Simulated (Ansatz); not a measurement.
# What a change does: single-point calculation on PtSe$_{2}$

System: PtSe$_{2}$ (6 atoms in the cell).
Method of run 1: DFT LDA+U, scalar-relativistic, plane waves, PAW, Ueff = 1 eV on Pt atom 1 d; Ueff = 1 eV on Pt atom 4 d, spin-polarised (Ansatz 0.2.0).

The structure derives from an entry of the Crystallography Open Database. Text and figures count atoms from 1; the logs count them from 0 in places.

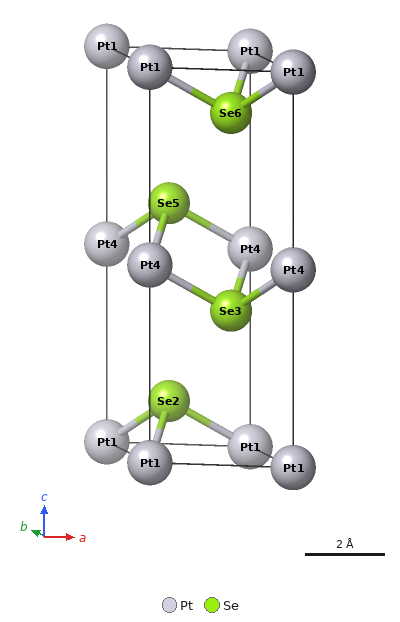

Figure 1. The structure (ball-and-stick view of the cell of the calculation, seen slightly off an axis; atoms are numbered from 1 in the order of the input). Near neighbours in the crystal (not all of them lie inside the picture): Pt has 6 Se at 2.49 Å; Se has 3 Pt at 2.49 Å.

**The input, run 1**
```yaml
crystal:
  lattice:
    - [3.72400029, 0.0, 0.0]
    - [-1.86200015, 3.22507886, 0.0]
    - [0.0, 0.0, 10.12399916]
  atoms:
    - { symbol: Pt, position: [0.0, 0.0, 0.0], spin: 4.2 }
    - { symbol: Se, position: [0.3333333333, 0.6666666667, 0.125] }
    - { symbol: Se, position: [0.6666666667, 0.3333333333, 0.375] }
    - { symbol: Pt, position: [0.0, 0.0, 0.5], spin: 4.2 }
    - { symbol: Se, position: [0.3333333333, 0.6666666667, 0.625] }
    - { symbol: Se, position: [0.6666666667, 0.3333333333, 0.875] }
basis:
  ecutwfc: 420
  ecutrho_ratio: 4
kpoints:
  mp_grid: { grid: [6, 6, 2] }
hamiltonian:
  xc: lda
  hubbard:
    sites:
      - { site: 0, l: d, u_eff: 1.0, starting_ns: [{ spin: up, occupation_matrix: s0up }, { spin: down, occupation_matrix: s0down }] }
      - { site: 3, l: d, u_eff: 1.0, starting_ns: [{ spin: up, occupation_matrix: s3up }, { spin: down, occupation_matrix: s3down }] }
    occupation_matrices:
      s0up:
        matrix:
          - [0.97, 0.0, 0.0, 0.0, 0.0]
          - [0.0, 0.97, 0.0, 0.0, 0.0]
          - [0.0, 0.0, 0.97, 0.0, 0.0]
          - [0.0, 0.0, 0.0, 0.97, 0.0]
          - [0.0, 0.0, 0.0, 0.0, 0.97]
      s0down:
        matrix:
          - [0.02, 0.0, 0.0, 0.0, 0.0]
          - [0.0, 0.37703, 0.0, 0.0, -0.46012]
          - [0.0, 0.0, 0.02, 0.0, 0.0]
          - [0.0, 0.0, 0.0, 0.02, 0.0]
          - [0.0, -0.46012, 0.0, 0.0, 0.61297]
      s3up:
        matrix:
          - [0.97, 0.0, 0.0, 0.0, 0.0]
          - [0.0, 0.97, 0.0, 0.0, 0.0]
          - [0.0, 0.0, 0.97, 0.0, 0.0]
          - [0.0, 0.0, 0.0, 0.97, 0.0]
          - [0.0, 0.0, 0.0, 0.0, 0.97]
      s3down:
        matrix:
          - [0.02, 0.0, 0.0, 0.0, 0.0]
          - [0.0, 0.37703, 0.0, 0.0, -0.46012]
          - [0.0, 0.0, 0.02, 0.0, 0.0]
          - [0.0, 0.0, 0.0, 0.02, 0.0]
          - [0.0, -0.46012, 0.0, 0.0, 0.61297]
    ns_hold: { iters: 8 }
scf:
  occupations: { method: gaussian, width: 0.05 }
  lower_state_search: "off"
  max_iter: 150
output:
  forces: true
  stress: true
  eigenvalues: true
  populations: true
  hubbard: { sites: [{ site: 0, l: d }, { site: 3, l: d }] }
magnetization:
  spin_polarized: true
  spin_locking: { lock_spins: true }
```

Launched with:
```bash
ansatz run input.yaml --threads 4 --pin off --max-ram 6144MiB --backend cpu --events-out ev --progress --plain --runs-dir out
```

Hardware: 4 threads of Intel Xeon @ 2.50GHz (Skylake/Cascade Lake), 189 GiB of memory available, shared host.

**Output, shortened to warnings, some set-up lines, iterations and results (run 1)**
```
Warning: crystal.symmetry: narrowed to the stabiliser of the occupation matrices — unitary ops 24 → 8; lowered by the specified shells (site 0, l: d), (site 3, l: d); largest admitted image defect 1.8e-9, smallest excluded 4.4e-1 — at a splitting's scale: the group the occupation matrices' own texture admits
Warning: output.stress: scf.convergence.dr2_threshold = 1e-7 eV (the SCF's general default) is looser than the 6e-10 eV advised for a printed stress (1e-10 eV for each atom of the cell: 6). What an SCF threshold leaves in a stress goes as its square root, and in the free energy as the threshold itself, and one threshold admits the most on a small cell: of the crystals measured, under no hybrid …
Warning: output.stress: the lock of the moments that magnetization.spin_locking holds to the close lets an SCF meet its threshold on dr2 anywhere within the lock's freeze window, and the stress can move with the moments there: no threshold on dr2 bounds that. The window is the square root of the freeze energy over magnetization.spin_locking.lambda. Set magnetization.spin_locking.freeze_energy_tol …
WARN: hamiltonian.hubbard: on 2 of 4 specified blocks the occupation matrix of this SCF's result fails the test of the specified filling. At site 0 ↓ (sites count from 0 in the list of atoms of the cell that this SCF solves) the least filled combination of the orbitals specified full has occupation 0.334, and the fullest combination of the orbitals specified empty has occupation 0.387; the …
Basis set: ecut = 420 eV, 2373 PW (Γ)
Symmetry: 8 space group operations
k-points: 26 of 72
Initial density: superposition of atomic densities (chi_scale 0.1, normalization cell)
[...]
SCF iter   1: F=-46001.518909 eV  HF=-46013.346385 eV  |F-HF|=1.18e1  |Δ(HF+E_count)|=         —  Δρ=1.18e-1 (↑1.18e-1 ↓6.33e-2)  dr2=1.46e1  dr2_m=7.83e0  M=2.990 μB …
SCF iter   2: F=-46005.599379 eV  HF=-46010.488710 eV  |F-HF|=4.89e0  |Δ(HF+E_count)|=    2.86e0  Δρ=6.76e-2 (↑6.76e-2 ↓4.19e-2)  dr2=5.95e0  dr2_m=2.68e0  M=3.635 μB …
SCF iter   3: F=-46012.221569 eV  HF=-46012.196670 eV  |F-HF|=2.49e-2  |Δ(HF+E_count)|=    1.71e0  Δρ=1.54e-2 (↑9.35e-3 ↓1.54e-2)  dr2=9.27e-2  dr2_m=1.30e-1  M=3.418 μB …
SCF iter   4: F=-46013.438167 eV  HF=-46013.519898 eV  |F-HF|=8.17e-2  |Δ(HF+E_count)|=    1.32e0  Δρ=4.98e-3 (↑2.37e-3 ↓4.98e-3)  dr2=1.02e-1  dr2_m=3.87e-3  M=3.711 μB …
SCF iter   5: F=-46013.726100 eV  HF=-46013.729201 eV  |F-HF|=3.10e-3  |Δ(HF+E_count)|=   2.09e-1  Δρ=2.14e-3 (↑2.14e-3 ↓1.20e-3)  dr2=5.91e-3  dr2_m=2.06e-3  M=3.595 μB …
[... 49 lines ...]
SCF iter  55: F=-45982.028357 eV  HF=-45982.028357 eV  |F-HF|=5.16e-8  |Δ(HF+E_count)|=   1.90e-4  Δρ=3.57e-6 (↑2.96e-6 ↓3.57e-6)  dr2=8.14e-8  dr2_m=3.57e-9  M=8.948 μB …
SCF iter  56: F=-45982.027970 eV  HF=-45982.027970 eV  |F-HF|=1.75e-9  |Δ(HF+E_count)|=   3.88e-4  Δρ=8.23e-7 (↑7.82e-7 ↓8.23e-7)  dr2=4.59e-9  dr2_m=1.13e-10  M=8.948 μB …
SCF iter  57: F=-45982.028078 eV  HF=-45982.028078 eV  |F-HF|=8.00e-11  |Δ(HF+E_count)|=   1.09e-4  Δρ=1.46e-7 (↑1.17e-7 ↓1.46e-7)  dr2=1.37e-10  dr2_m=3.79e-12  M=8.948 μB …
SCF iter  58: F=-45982.028081 eV  HF=-45982.028081 eV  |F-HF|=4.37e-11  |Δ(HF+E_count)|=   2.26e-6  Δρ=3.98e-8 (↑3.16e-8 ↓3.98e-8)  dr2=7.59e-12  dr2_m=2.49e-13  M=8.948 μB …
SCF 1 converged in 58 iterations: F = -45982.028081 eV  dr2 = 7.59e-12
this state was not tested for a lower state beside it, because a magnetisation constraint still acts at the end of the SCF (magnetization_constraint; see scf.lower_state_search)
SCF converged after 58 iterations
Magnetization: 8.9483 μB (54.4741 up, 45.5259 down)
Absolute magnetization: 9.8249 μB (∫|ρ↑−ρ↓|, with the PAW one-centre terms)
Spin contamination: 1.1014 ħ² per cell (⟨S²⟩ above its minimum at these occupations)
Per-site moments (μB) at R_I (Å): [(4.199661445144082, 1.029120625290356), (-0.008555679910270026, 1.029120625290356), (-0.008555679910269936, 1.029120625290356), (4.199661445144082, 1.029120625290356), (-0.008555679910270227, 1.029120625290356), (-0.008555679910269951, 1.029120625290356)]
--- Magnetisation constraints (ε_frz = 1.0e-4 eV) ---
  site  kind      target   achieved (μB)  |Δ|max (μB)  g (eV/μB)  λ_eff  esc  ok   flags
  0     per_site  +4.2000  +4.1997        3.39e-4      -1.13e1    1.000  0    yes
  3     per_site  +4.2000  +4.1997        3.39e-4      -1.13e1    1.000  0    yes
Free energy (F): -45982.028081 eV
Harris-Foulkes:  -45982.028081 eV  (|F-HF|=4.37e-11)
Internal energy: -45982.018423 eV  (E = F + TS)
E sigma→0 (E₀):  -45982.023252 eV
Entropy (-TS):   -0.009657 eV (-1.610 meV/atom)
Fermi energy:    14.479610 eV
--- Per-component energies (eV) ---
  E_band       = -2101.091358
  E_kinetic    = 1761.233307
  E_local      = -13507.907308  (includes V_loc(G=0)·N_el)
  E_nonlocal   = -1944.347170
  E_hartree    = 6213.655206
  E_xc         = -940.939938
  E_vxc        = -1007.023359  (∫ρ·V_xc dr)
  E_hubbard    = 1.214410  (on-site DFT+U / exact-exchange correction)
  E_vhub       = -4.108594  (the Hubbard potential's part of the band-sum identity)
  E_paw        = -25658.851391  (= ΣΔE_a)
  E_vpaw       = 268.613313  (= ΣTr[D̂ρ^β])
  E_aug_tail   = -0.002076  (compensation charges beyond the density's cutoff)
  E_constr_dc  = -94.859857  (∫m·b dr)
  E_ewald      = -11915.870660
  E_core_change = 9.797188  (= ΣΔE_core)
  E_smearing   = -0.009657  (= −TS)
  E_closure    = 0.000009  (closes the sum)
  E_penalty    = 0.007638  (constraint; not in F)
  Σ components = -45982.028081   (vs F -45982.028081, Δ=0.00e0)
--- Specified on-site occupations, and those of the state reported ---
  electrons in the specified blocks: 11.8000 specified, 13.0748 found
  site 0 (l=d) ↓: largest change of an orbital's occupation 0.6381; electrons 1.0500 specified, 1.6573 found; spectral distance 0.8370
  site 3 (l=d) ↓: largest change of an orbital's occupation 0.6381; electrons 1.0500 specified, 1.6573 found; spectral distance 0.8370
  site 3 (l=d) ↑: largest change of an orbital's occupation 0.0132; electrons 4.8500 specified, 4.8801 found; spectral distance 0.0189
[...]
```

The input of run 2 differs as follows (lines with − go, lines with + come):
```diff
-    - { symbol: Pt, position: [0.0, 0.0, 0.0], spin: 4.2 }
+    - { symbol: Pt, position: [0.0, 0.0, 0.0], spin: 4.0 }
-    - { symbol: Pt, position: [0.0, 0.0, 0.5], spin: 4.2 }
+    - { symbol: Pt, position: [0.0, 0.0, 0.5], spin: 4.0 }
-    ns_hold: { iters: 8 }
+    ns_hold: { iters: 10 }
+  write_density: true
+  write_potential: true
+  elf: true
+  volumetric_format: npy
-  spin_locking: { lock_spins: true }
```

How does run 2 compare with run 1?

The total moment is fixed by the input in run 1, so the state need not be the lowest. With the same functional and potentials, run 2 lies 7087.4 meV per atom lower. The net moment of the cell goes from 8.95 to 0.00 μB. The pressure goes from 32.45 to −0.41 GPa. The largest force goes from 4.619 to 0.211 eV/Å. On the same kind of shared host run 2 took about 0.52 times as long.

**Output, shortened to warnings, some set-up lines, iterations and results (run 2)**
```
Warning: crystal.symmetry: narrowed to the stabiliser of the occupation matrices — unitary ops 24 → 8; lowered by the specified shells (site 0, l: d), (site 3, l: d); largest admitted image defect 1.8e-9, smallest excluded 4.4e-1 — at a splitting's scale: the group the occupation matrices' own texture admits
WARN: the starting moments were not kept: the SCF closed with an absolute magnetisation of 2.0e-6 μB, where they sum to 8 μB in size (2 sites). That is at most 0.1 of that sum. Measured as dr2_m measures the in/out step, that magnetisation stands 3.2e-13 eV from none, at or under the dr2_threshold of 1.0e-7 eV: it is no larger than a step whose dr2_m would equal this threshold. The system may …
Basis set: ecut = 420 eV, 2373 PW (Γ)
Symmetry: 8 space group operations
k-points: 26 of 72
Initial density: superposition of atomic densities (chi_scale 0.1, normalization cell)
[...]
SCF iter   1: F=—  HF=-46020.297302 eV  |F-HF|=—  |Δ(HF+E_count)|=         —  Δρ=1.39e-1 (↑1.39e-1 ↓8.66e-2)  dr2=9.23e0  dr2_m=1.30e1  M=0.467 μB ∫|m|=1.979 μB  β_m=0.30  …
SCF iter   2: F=—  HF=-46020.334347 eV  |F-HF|=—  |Δ(HF+E_count)|=   3.70e-2  Δρ=9.24e-2 (↑9.24e-2 ↓7.03e-2)  dr2=1.94e0  dr2_m=6.96e0  M=0.362 μB ∫|m|=1.574 μB  β_m=0.30  …
SCF iter   3: F=—  HF=-46020.761581 eV  |F-HF|=—  |Δ(HF+E_count)|=   4.27e-1  Δρ=6.03e-2 (↑5.73e-2 ↓6.03e-2)  dr2=1.07e-1  dr2_m=3.79e0  M=0.213 μB ∫|m|=1.285 μB  β_m=0.30  …
SCF iter   4: F=—  HF=-46021.205943 eV  |F-HF|=—  |Δ(HF+E_count)|=   4.44e-1  Δρ=4.24e-2 (↑4.24e-2 ↓4.21e-2)  dr2=4.54e-3  dr2_m=1.99e0  M=0.195 μB ∫|m|=1.109 μB  β_m=0.30  …
SCF iter   5: F=—  HF=-46021.438744 eV  |F-HF|=—  |Δ(HF+E_count)|=   2.33e-1  Δρ=3.08e-2 (↑3.07e-2 ↓3.08e-2)  dr2=1.69e-3  dr2_m=1.05e0  M=0.194 μB ∫|m|=0.964 μB  β_m=0.30  …
[... 12 lines ...]
SCF iter  18: F=-46024.552391 eV  HF=-46024.552391 eV  |F-HF|=3.31e-8  |Δ(HF+E_count)|=   6.95e-7  Δρ=9.41e-6 (↑8.14e-6 ↓9.41e-6)  dr2=4.93e-8  dr2_m=7.28e-8  M=0.001 μB …
SCF iter  19: F=-46024.552391 eV  HF=-46024.552391 eV  |F-HF|=5.18e-9  |Δ(HF+E_count)|=   8.28e-8  Δρ=2.36e-6 (↑2.36e-6 ↓2.27e-6)  dr2=7.96e-10  dr2_m=5.69e-9  M=0.000 μB …
SCF iter  20: F=-46024.552391 eV  HF=-46024.552391 eV  |F-HF|=1.89e-10  |Δ(HF+E_count)|=   8.05e-9  Δρ=4.85e-7 (↑4.85e-7 ↓4.47e-7)  dr2=2.41e-11  dr2_m=2.35e-10  M=0.000 μB …
SCF iter  21: F=-46024.552391 eV  HF=-46024.552391 eV  |F-HF|=0.00e0  |Δ(HF+E_count)|=  3.27e-10  Δρ=4.64e-8 (↑4.64e-8 ↓3.71e-8)  dr2=3.28e-12  dr2_m=1.35e-12  M=0.000 μB …
SCF 1 converged in 21 iterations: F = -46024.552391 eV  dr2 = 3.28e-12
SCF converged after 21 iterations
Magnetization: 0.0000 μB (50.0000 up, 50.0000 down)
Absolute magnetization: 0.0000 μB (∫|ρ↑−ρ↓|, with the PAW one-centre terms)
Spin contamination: 0.0000 ħ² per cell (⟨S²⟩ above its minimum at these occupations)
Per-site moments (μB) at R_I (Å): [(6.325326906645535e-8, 1.029120625290356), (2.7090099045503676e-7, 1.029120625290356), (2.7090099082439897e-7, 1.029120625290356), (6.325326909547826e-8, 1.029120625290356), (2.7090099044496553e-7, 1.029120625290356), (2.709009907757431e-7, 1.029120625290356)]
Free energy (F): -46024.552391 eV
Harris-Foulkes:  -46024.552391 eV  (|F-HF|=0.00e0)
Internal energy: -46024.546927 eV  (E = F + TS)
E sigma→0 (E₀):  -46024.549659 eV
Entropy (-TS):   -0.005464 eV (-0.911 meV/atom)
Fermi energy:    12.915233 eV
--- Per-component energies (eV) ---
  E_band       = -1960.656921
  E_kinetic    = 1755.686436
  E_local      = -13639.024489  (includes V_loc(G=0)·N_el)
  E_nonlocal   = -1939.030341
  E_hartree    = 6306.756789
  E_xc         = -937.010739
  E_vxc        = -1001.912986  (∫ρ·V_xc dr)
  E_hubbard    = 0.931085  (on-site DFT+U / exact-exchange correction)
  E_vhub       = -6.899163  (the Hubbard potential's part of the band-sum identity)
  E_paw        = -25666.780128  (= ΣΔE_a)
  E_vpaw       = 257.012194  (= ΣTr[D̂ρ^β])
  E_aug_tail   = -0.002068  (compensation charges beyond the density's cutoff)
  E_ewald      = -11915.870660
  E_core_change = 9.797188  (= ΣΔE_core)
  E_smearing   = -0.005464  (= −TS)
  E_closure    = -0.000000  (closes the sum)
  Σ components = -46024.552391   (vs F -46024.552391, Δ=0.00e0)
--- Specified on-site occupations, and those of the state reported ---
  electrons in the specified blocks: 11.8000 specified, 17.5227 found
  site 0 (l=d) ↓: largest change of an orbital's occupation 0.9586; electrons 1.0500 specified, 4.3807 found; spectral distance 1.6802
  site 3 (l=d) ↓: largest change of an orbital's occupation 0.9586; electrons 1.0500 specified, 4.3807 found; spectral distance 1.6802
  site 3 (l=d) ↑: largest change of an orbital's occupation 0.2459; electrons 4.8500 specified, 4.3807 found; spectral distance 0.3480
  site 0 (l=d) ↑: largest change of an orbital's occupation 0.2459; electrons 4.8500 specified, 4.3807 found; spectral distance 0.3480
--- Forces (eV/Å), atoms counted from 1 ---
  atom   1  Pt     0.00000000    -0.00000000     0.00000000
  atom   2  Se     0.00000000    -0.00000013     0.21074203
  atom   3  Se    -0.00000000     0.00000013    -0.21074203
  atom   4  Pt    -0.00000000    -0.00000000    -0.00000000
  atom   5  Se     0.00000000    -0.00000013     0.21074203
  atom   6  Se    -0.00000000     0.00000013    -0.21074203
  max |Σ_I F_I| component: 3.16e-30 eV/Å
[...]
```

**The two runs side by side**

```csv
quantity,run 1,run 2
outcome,converged,converged
free energy per atom (eV),−7663.6713,−7670.7587
"energy per atom, smearing taken to zero (eV)",−7663.6705,−7670.7583
gap on the mesh (eV),0.00,0.00
net moment of the cell (μB),8.95,0.00
absolute moment of the cell (μB),9.82,0.00
pressure (GPa),32.45,−0.41
largest force (eV/Å),4.619,0.211
irreducible k-points,26,26
plane waves at Γ,2373,2373
SCF iterations,–,21
wall time (shared host),2.7 min,85 s
```

For both runs: Spin–orbit coupling is left out, which matters for Pt. For run 1: Warnings: the typed occupations were not kept; the state was not tested for a lower one; the SCF threshold is looser than advised for the printed stress; the occupation matrices lower the symmetry. The cell is under a pressure of 32 GPa at this level, so it is not at its equilibrium volume. For run 2: Warnings: some starting moments were not kept; the typed occupations were not kept; the occupation matrices lower the symmetry.
